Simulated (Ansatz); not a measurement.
**Geometry relaxation, with input and output: TiAl₃₂ (part 3 of 3)**

Continued. System: TiAl₃₂ (defect cell, 33 atoms in the cell). Method: DFT r2SCAN, scalar-relativistic, plane waves, PAW, PAW set soft_1, no spin polarisation (Ansatz 0.2.0); cutoff 500 eV, 2×2×2 k-mesh, Gaussian smearing of 0.1 eV. It belongs to a series of runs on one base structure; here: end point B relaxed.

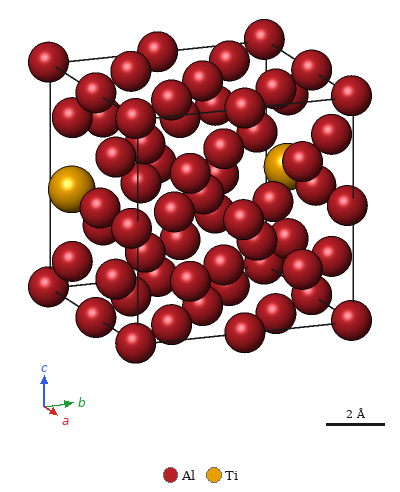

The geometry at step 4 of the log (spheres-only view of the cell of the calculation, seen slightly off an axis).

**Trajectory as extended XYZ, continued**
```
33
Lattice="8.1000 0.0000 0.0000 0.0000 8.1000 0.0000 0.0000 0.0000 8.1000" Properties=species:S:1:pos:R:3:forces:R:3 step=2 energy=-19791.23288
Al    4.0655    0.0006    0.0027    0.4232   0.0055   0.0292
Al    6.0752    2.0373   -0.0004    0.0017   0.1381  -0.0041
Al    6.0739    0.0006    2.0080   -0.0138   0.0052  -0.4357
Al   -0.0131    0.0006    0.0031   -0.4189   0.0060   0.0273
Al    2.0254    2.0408    0.0026    0.0040   0.4225   0.0296
Al    4.0622    4.0503   -0.0004    0.1385   0.0024  -0.0042
Al    6.0752    6.0631   -0.0004    0.0024  -0.1299  -0.0058
Al    2.0263    0.0018    1.8659    0.0312   0.0401  -3.2701
Al    4.0510    2.0259    2.0245   -0.0877  -0.0900   0.0966
Al    6.0752    4.0503    2.0125    0.0015   0.0021  -0.1370
Al    4.2271    0.0022    4.0463    3.2983   0.0418  -0.0682
Al    6.0738    2.0410    4.0491   -0.0132   0.4371  -0.0091
Al    6.0735    0.0006    6.0870   -0.0118   0.0062   0.4268
Al   -0.0119    4.0503   -0.0004   -0.1322   0.0031  -0.0055
Al    2.0255    6.0622    0.0031    0.0045  -0.4174   0.0269
Al   -0.0004    2.0246    2.0258    0.0943  -0.1055   0.1129
Al    2.0254    4.0486    2.0081    0.0038  -0.0186  -0.4312
Al    4.0493    6.0749    2.0263   -0.1077   0.0984   0.1180
Al   -0.1924    0.0028    4.0452   -3.6646   0.0491  -0.0798
Al    2.0265    2.1968    4.0465    0.0323   3.3031  -0.0677
Al    4.0656    4.0484    4.0491    0.4333  -0.0176  -0.0092
Al    6.0736    6.0621    4.0490   -0.0122  -0.4317  -0.0102
Al    2.0273    0.0032    6.2699    0.0424   0.0544   3.9836
Al    4.0480    2.0229    6.0741   -0.1217  -0.1246  -0.1099
Al    6.0752    4.0503    6.0869    0.0028   0.0038   0.1238
Al    0.0014    6.0763    2.0277    0.1137   0.1133   0.1354
Al   -0.0132    4.0481    4.0490   -0.4289  -0.0165  -0.0101
Al    2.0272    5.8820    4.0451    0.0392  -3.7451  -0.0820
Al    0.0027    2.0214    6.0727    0.1272  -0.1419  -0.1250
Al    2.0255    4.0480    6.0870    0.0046  -0.0158   0.4225
Al    4.0461    6.0780    6.0722   -0.1441   0.1315  -0.1298
Al    0.0047    6.0796    6.0707    0.1485   0.1478  -0.1457
Ti    2.0059   -0.0245    4.0901    0.2096   0.2431  -0.3925
33
Lattice="8.1000 0.0000 0.0000 0.0000 8.1000 0.0000 0.0000 0.0000 8.1000" Properties=species:S:1:pos:R:3:forces:R:3 step=3 energy=-19794.25582
Al    4.1507    0.0006    0.0056    0.2335  -0.0004   0.0154
Al    6.0755    2.0651   -0.0012    0.0031   0.1156  -0.0055
Al    6.0721    0.0006    1.9249   -0.0055  -0.0004  -0.2361
Al   -0.1007    0.0008    0.0050   -0.2205  -0.0004   0.0186
Al    2.0255    2.1253    0.0057   -0.0002   0.2382   0.0145
Al    4.0902    4.0506   -0.0012    0.1130   0.0037  -0.0054
Al    6.0757    6.0371   -0.0015    0.0022  -0.1142  -0.0033
Al    2.0283    0.0040    1.6762    0.0078   0.0106  -1.1637
Al    4.0295    2.0040    2.0475   -0.0680  -0.0675   0.0661
Al    6.0755    4.0506    1.9853    0.0032   0.0039  -0.1229
Al    4.4078    0.0042    4.0434    1.2533   0.0119  -0.0201
Al    6.0722    2.1259    4.0489   -0.0065   0.2245   0.0009
Al    6.0726    0.0008    6.1755   -0.0087  -0.0003   0.2084
Al   -0.0385    4.0508   -0.0014   -0.1118   0.0027  -0.0037
Al    2.0256    5.9744    0.0050   -0.0002  -0.2203   0.0192
Al    0.0218    2.0003    2.0514    0.0702  -0.0734   0.0713
Al    2.0254    4.0463    1.9250   -0.0001  -0.0076  -0.2400
Al    4.0248    6.0977    2.0524   -0.0757   0.0704   0.0724
Al   -0.3785    0.0047    4.0426   -1.3548   0.0118  -0.0204
Al    2.0284    2.3807    4.0434    0.0084   1.2257  -0.0194
Al    4.1511    4.0466    4.0489    0.2237  -0.0095   0.0010
Al    6.0725    5.9739    4.0487   -0.0081  -0.2073   0.0009
Al    2.0291    0.0050    6.4661    0.0084   0.0117   1.4058
Al    4.0217    1.9961    6.0498   -0.0798  -0.0787  -0.0716
Al    6.0758    4.0510    6.1111    0.0016   0.0017   0.1201
Al    0.0265    6.1014    2.0563    0.0788   0.0773   0.0775
Al   -0.1010    4.0469    4.0487   -0.2110  -0.0112   0.0009
Al    2.0289    5.6933    4.0425    0.0085  -1.3701  -0.0204
Al    0.0295    1.9923    6.0461    0.0837  -0.0843  -0.0785
Al    2.0256    4.0470    6.1754   -0.0001  -0.0123   0.2120
Al    4.0169    6.1054    6.0451   -0.0869   0.0839  -0.0801
Al    0.0342    6.1090    6.0414    0.0920   0.0906  -0.0870
Ti    2.0085   -0.0216    4.0856    0.0466   0.0736  -0.1269
33
Lattice="8.1000 0.0000 0.0000 0.0000 8.1000 0.0000 0.0000 0.0000 8.1000" Properties=species:S:1:pos:R:3:forces:R:3 step=4 energy=-19795.11620
Al    4.2259   -0.0002    0.0050    0.0757  -0.0012   0.0019
Al    6.0760    2.0936   -0.0018    0.0008  -0.0382  -0.0019
Al    6.0726   -0.0004    1.8495   -0.0015  -0.0009  -0.0776
Al   -0.1760    0.0001    0.0053   -0.0710  -0.0015   0.0007
Al    2.0250    2.2009    0.0050   -0.0012   0.0762   0.0022
Al    4.1184    4.0512   -0.0018   -0.0370   0.0008  -0.0017
Al    6.0759    6.0085   -0.0017    0.0004   0.0352  -0.0014
Al    2.0272    0.0027    1.4762   -0.0034  -0.0040   0.1429
Al    3.9789    1.9534    2.0980   -0.0121  -0.0121   0.0122
Al    6.0759    4.0511    1.9555    0.0011   0.0013   0.0409
Al    4.6068    0.0026    4.0458   -0.1467  -0.0045   0.0071
Al    6.0726    2.2007    4.0506   -0.0011   0.0756   0.0015
Al    6.0724    0.0003    6.2506   -0.0004  -0.0019   0.0696
Al   -0.0665    4.0511   -0.0017    0.0349   0.0005  -0.0012
Al    2.0253    5.8990    0.0053   -0.0015  -0.0707   0.0006
Al    0.0719    1.9488    2.1023    0.0136  -0.0118   0.0126
Al    2.0249    4.0470    1.8494   -0.0010  -0.0018  -0.0777
Al    3.9730    6.1475    2.1035   -0.0111   0.0140   0.0124
Al   -0.5736    0.0023    4.0463    0.1589  -0.0049   0.0078
Al    2.0271    2.5800    4.0458   -0.0037  -0.1463   0.0069
Al    4.2258    4.0469    4.0505    0.0752  -0.0011   0.0016
Al    6.0725    5.8992    4.0499   -0.0005  -0.0704   0.0026
Al    2.0266    0.0020    6.6575   -0.0040  -0.0048  -0.1663
Al    3.9698    1.9445    6.0009   -0.0114  -0.0118  -0.0153
Al    6.0759    4.0510    6.1412    0.0006   0.0008  -0.0359
Al    0.0774    6.1517    2.1070    0.0128   0.0139   0.0143
Al   -0.1759    4.0468    4.0500   -0.0708  -0.0004   0.0024
Al    2.0268    5.4992    4.0464   -0.0040   0.1608   0.0078
Al    0.0803    1.9414    5.9972    0.0132  -0.0141  -0.0161
Al    2.0254    4.0467    6.2507   -0.0017  -0.0003   0.0696
Al    3.9659    6.1555    5.9963   -0.0136   0.0142  -0.0159
Al    0.0838    6.1581    5.9935    0.0157   0.0167  -0.0183
Ti    2.0150   -0.0124    4.0701   -0.0051  -0.0070   0.0118
33
Lattice="8.1000 0.0000 0.0000 0.0000 8.1000 0.0000 0.0000 0.0000 8.1000" Properties=species:S:1:pos:R:3:forces:R:3 step=5 energy=-19795.12257
Al    4.2258   -0.0012    0.0051    0.0189   0.0012  -0.0004
Al    6.0766    2.0888   -0.0032   -0.0019  -0.0241   0.0035
Al    6.0729   -0.0008    1.8496   -0.0005   0.0005  -0.0199
Al   -0.1751   -0.0018    0.0052   -0.0204   0.0022   0.0005
Al    2.0238    2.2007    0.0051    0.0016   0.0194  -0.0006
Al    4.1137    4.0519   -0.0030   -0.0247  -0.0018   0.0032
Al    6.0762    6.0120   -0.0023   -0.0013   0.0238   0.0025
Al    2.0272    0.0025    1.4926    0.0010   0.0012  -0.0350
Al    3.9708    1.9454    2.1060    0.0151   0.0147  -0.0146
Al    6.0768    4.0522    1.9609   -0.0024  -0.0026   0.0234
Al    4.5909    0.0024    4.0462    0.0320   0.0016  -0.0025
Al    6.0728    2.2004    4.0514   -0.0005   0.0194  -0.0008
Al    6.0724   -0.0021    6.2499   -0.0005   0.0027   0.0212
Al   -0.0633    4.0515   -0.0024    0.0241  -0.0012   0.0023
Al    2.0232    5.8999    0.0052    0.0025  -0.0207   0.0005
Al    0.0810    1.9399    2.1117   -0.0159   0.0166  -0.0171
Al    2.0240    4.0472    1.8496    0.0012   0.0000  -0.0199
Al    3.9643    6.1567    2.1129    0.0166  -0.0162  -0.0173
Al   -0.5568    0.0021    4.0468   -0.0291   0.0017  -0.0028
Al    2.0271    2.5638    4.0462    0.0012   0.0329  -0.0023
Al    4.2256    4.0470    4.0516    0.0190  -0.0001  -0.0011
Al    6.0726    5.9000    4.0528   -0.0006  -0.0205  -0.0031
Al    2.0269    0.0021    6.6405    0.0009   0.0011   0.0275
Al    3.9604    1.9349    5.9910    0.0178   0.0178   0.0174
Al    6.0761    4.0513    6.1375   -0.0015  -0.0015  -0.0229
Al    0.0868    6.1615    2.1186   -0.0167  -0.0174  -0.0202
Al   -0.1750    4.0468    4.0526   -0.0203  -0.0005  -0.0029
Al    2.0268    5.5160    4.0468    0.0012  -0.0286  -0.0026
Al    0.0902    1.9295    5.9864   -0.0176   0.0204   0.0187
Al    2.0230    4.0467    6.2500    0.0029  -0.0003   0.0213
Al    3.9541    6.1658    5.9855    0.0202  -0.0181   0.0185
Al    0.0959    6.1705    5.9810   -0.0195  -0.0201   0.0205
Ti    2.0152   -0.0126    4.0705   -0.0031  -0.0032   0.0050
33
Lattice="8.1000 0.0000 0.0000 0.0000 8.1000 0.0000 0.0000 0.0000 8.1000" Properties=species:S:1:pos:R:3:forces:R:3 step=6 energy=-19795.12436
Al    4.2279   -0.0007    0.0048   -0.0064  -0.0001   0.0000
Al    6.0760    2.0877   -0.0020    0.0002   0.0120  -0.0003
Al    6.0728   -0.0006    1.8472   -0.0001  -0.0003   0.0064
Al   -0.1776   -0.0008    0.0050    0.0060   0.0002  -0.0004
Al    2.0245    2.2029    0.0048    0.0000  -0.0066   0.0002
Al    4.1126    4.0512   -0.0020    0.0122   0.0001  -0.0003
Al    6.0759    6.0132   -0.0016    0.0003  -0.0115  -0.0006
Al    2.0270    0.0025    1.4888   -0.0004  -0.0004   0.0021
Al    3.9758    1.9503    2.1011   -0.0016  -0.0015   0.0015
Al    6.0761    4.0513    1.9620    0.0002   0.0002  -0.0119
Al    4.5944    0.0024    4.0462   -0.0034  -0.0004   0.0007
Al    6.0727    2.2028    4.0511    0.0001  -0.0061   0.0003
Al    6.0725   -0.0009    6.2524    0.0004   0.0002  -0.0053
Al   -0.0619    4.0511   -0.0017   -0.0115   0.0003  -0.0005
Al    2.0243    5.8974    0.0050    0.0002   0.0060  -0.0004
Al    0.0755    1.9457    2.1057    0.0010  -0.0015   0.0016
Al    2.0245    4.0471    1.8472   -0.0002  -0.0002   0.0066
Al    3.9701    6.1512    2.1068   -0.0015   0.0009   0.0015
Al   -0.5600    0.0021    4.0467    0.0025  -0.0003   0.0005
Al    2.0270    2.5673    4.0462   -0.0004  -0.0028   0.0006
Al    4.2278    4.0470    4.0512   -0.0061   0.0001   0.0002
Al    6.0726    5.8975    4.0514    0.0003   0.0054  -0.0003
Al    2.0267    0.0020    6.6431   -0.0004  -0.0004  -0.0022
Al    3.9668    1.9413    5.9970   -0.0015  -0.0014  -0.0008
Al    6.0758    4.0510    6.1365    0.0004   0.0005   0.0113
Al    0.0808    6.1553    2.1110    0.0009   0.0010   0.0018
Al   -0.1775    4.0469    4.0514    0.0057   0.0003  -0.0002
Al    2.0267    5.5130    4.0467   -0.0003   0.0026   0.0005
Al    0.0839    1.9372    5.9930    0.0010  -0.0016  -0.0009
Al    2.0243    4.0469    6.2525    0.0002   0.0004  -0.0055
Al    3.9617    6.1593    5.9920   -0.0016   0.0010  -0.0009
Al    0.0886    6.1630    5.9884    0.0012   0.0013  -0.0012
Ti    2.0148   -0.0127    4.0706    0.0027   0.0026  -0.0040
```

**Summary**

| quantity | value |
| --- | --- |
| outcome | converged |
| electrons treated | 108 |
| free energy | −19795.1244 eV |
| Fermi energy | 8.122 eV |
| final volume | 531.44 Å³ |
| largest force (length of the vector) at the end | 0.012 eV/Å |
| hardware | 4 threads of Arm Neoverse V1, 24 GiB of memory available, shared host |
| wall time | 2.6 min (CPU time 9.9 min) |
| peak memory | 2.4 GiB |
